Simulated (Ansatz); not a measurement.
Si47C (cell with a defect)

```
C Si
1.0
     7.70256    0.00000   -6.36502
    -3.85128   -6.67061   -6.36502
    -3.85128    6.67061   -6.36502
C Si
1 47
Direct
  0.14573 0.47906 0.31239
  0.30646 0.64076 0.98488
  0.98300 0.31814 0.63957
  0.81821 0.63980 0.47409
  0.47290 0.31634 0.15148
  0.64385 0.47854 0.81408
  0.30743 0.15155 0.47313
  0.98481 0.80623 0.14967
  0.14520 0.98075 0.81052
  0.64741 0.97718 0.31187
  0.81262 0.14595 0.97928
  0.48086 0.81419 0.64752
  0.14722 0.31710 0.98616
  0.30869 0.47890 0.63683
  0.98377 0.15282 0.31389
  0.81949 0.48055 0.15043
  0.47887 0.14704 0.81188
  0.64577 0.31078 0.47910
  0.31244 0.97911 0.14411
  0.97744 0.64577 0.81244
  0.14557 0.80350 0.47535
  0.64522 0.81220 0.98037
  0.81371 0.97855 0.64553
  0.47017 0.64202 0.31223
  0.03840 0.37173 0.20506
  0.18670 0.52003 0.84975
  0.85531 0.18819 0.52243
  0.68308 0.52004 0.35336
  0.35577 0.18864 0.02152
  0.51833 0.35517 0.68599
  0.18670 0.01641 0.35337
  0.85485 0.68910 0.02197
  0.02184 0.85265 0.68500
  0.51932 0.85167 0.18851
  0.68744 0.02078 0.85411
  0.35659 0.68993 0.52326
  0.02327 0.19316 0.85424
  0.18151 0.37170 0.49025
  0.85983 0.02090 0.18994
  0.68757 0.35661 0.02649
  0.35265 0.02656 0.68459
  0.52089 0.18518 0.35483
  0.18816 0.85423 0.01851
  0.85184 0.52150 0.68756
  0.03837 0.65692 0.34818
  0.51793 0.68599 0.85989
  0.69322 0.85126 0.51932
  0.32358 0.51484 0.20503
```

These are results of DFT PBE, scalar-relativistic, plane waves, PAW in Ansatz, not measurements.

The density is the valence pseudo-density of a PAW calculation; it isn't the true density close to the nuclei.

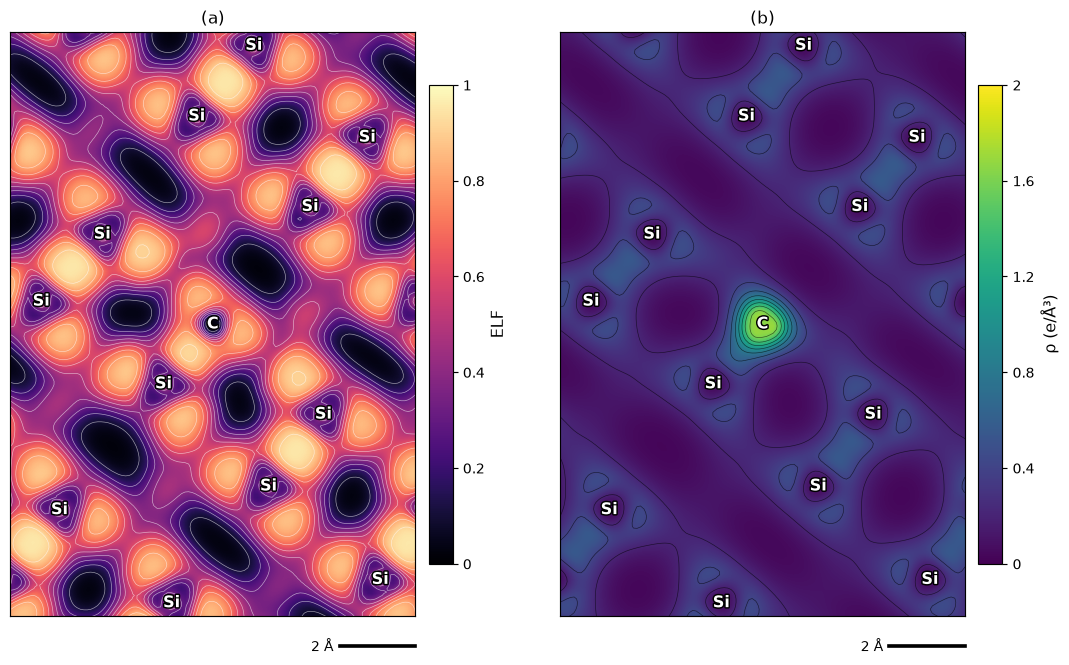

Figure 1. (a) electron localisation function; (b) valence charge density (pseudo) on the (101̄) plane of the calculation cell.

Read the bonding off the picture.

The plane passes through C and Si nuclei. Atoms just off the plane (Si, 0.9 Å away) can leave unmarked features too. Si–Si (2.37 Å): ρ at the midpoint is about 0.56 e/Å³; the ELF peaks at about 0.95 between the atoms: a shared electron pair. Si–Si (2.40 Å): ρ at the midpoint is about 0.53 e/Å³; the ELF peaks at about 0.95 between the atoms: localised, covalent bonding. Between the atoms the lowest density in this plane is 0.03 e/Å³.

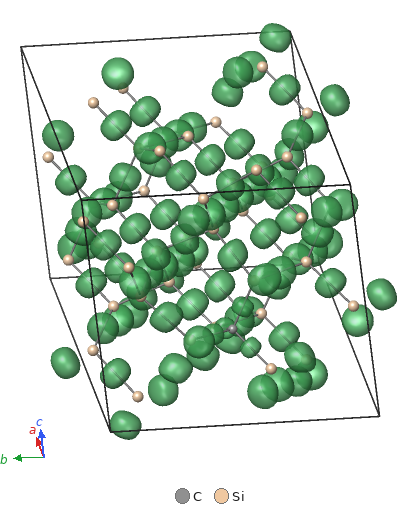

Figure 2. Isosurface of the ELF at 0.85 (green), seen at an oblique angle. Core shells and regions of very low density are left out. Sticks mark near contacts.

What do the ELF domains correspond to?

The surface consists of four regions between bonded C–Si atoms (shared pairs) and 92 regions between bonded Si–Si atoms (shared pairs), counted in one cell of 48 atoms. Any copies at cell faces, edges or corners count once. Profiles from the grid: Si–C (2.02 Å): the ELF peaks at about 0.90 between the atoms (a covalent bond). Si–Si (2.35 Å): the ELF peaks at about 0.95 between the atoms: localised, covalent bonding.

Does the calculation give a band gap?

It is gapped, with a Kohn–Sham gap of 0.91 eV on the k-point mesh (the band edges may lie off the mesh, which would make the gap smaller).
